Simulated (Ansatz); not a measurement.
Start from this file.

```
Ga P
1.0
     3.88456    0.00000    0.00000
    -1.94228    3.36413    0.00000
     0.00000    0.00000   19.30514
Ga P
6 6
Direct
  0.66667 0.33333 0.76892
  0.66667 0.33333 0.89775
  0.33333 0.66667 0.10225
  0.33333 0.66667 0.23108
  0.00000 0.00000 0.43558
  0.00000 0.00000 0.56442
  0.33333 0.66667 0.72417
  0.00000 0.00000 0.94249
  0.00000 0.00000 0.05751
  0.66667 0.33333 0.27583
  0.66667 0.33333 0.39084
  0.33333 0.66667 0.60916
```

> Characterise the structure given above.

The stoichiometry is GaP. It belongs to space group R-3m (No. 166) and has a rhombohedral (trigonal R) lattice. In the cell are 6 Ga, 6 P, which makes 6 formula units. Ga is coordinated by three P and one Ga in a tetrahedral arrangement (2.40 Å to P, 2.49 Å to Ga). Each P atom is coordinated by three Ga and one P in a distorted tetrahedral arrangement (2.40 Å to Ga, 2.22 Å to P). The bonds build a three-dimensional framework.

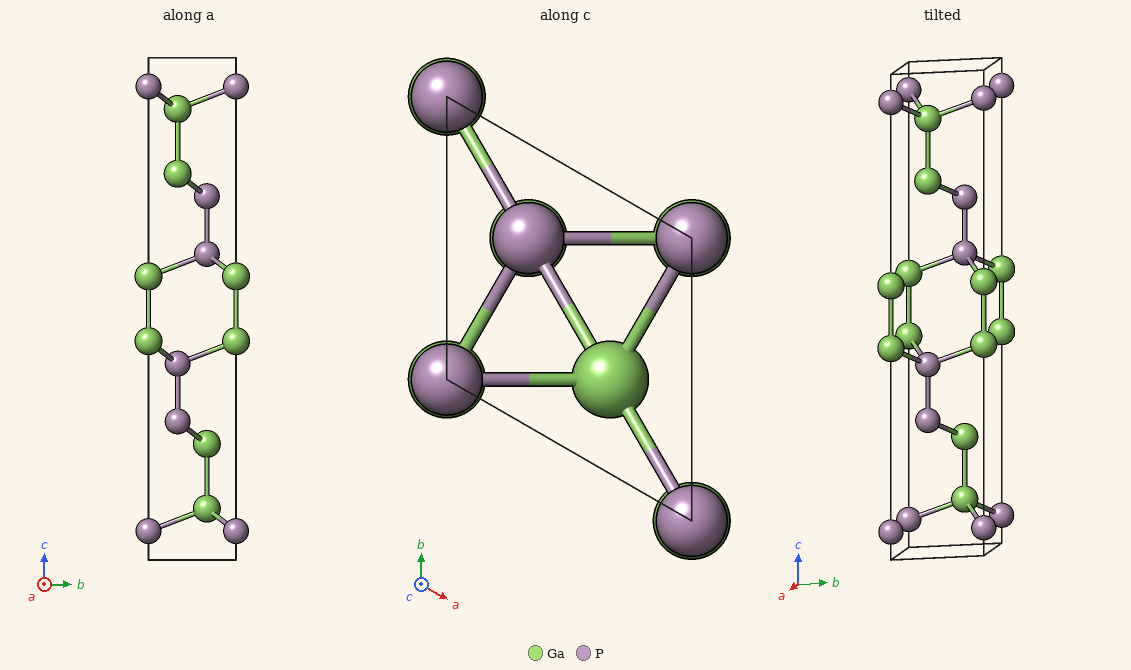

We look at a ball-and-stick model of the crystal along the a axis, along the c axis and slightly off an axis. The lines enclose the conventional unit cell; boundary atoms appear with their images.

The model was built from a structure listed in the Materials Project. Earlier steps of the study may have refined or changed the cell and positions. Ansatz was used for an electronic-structure calculation on it.
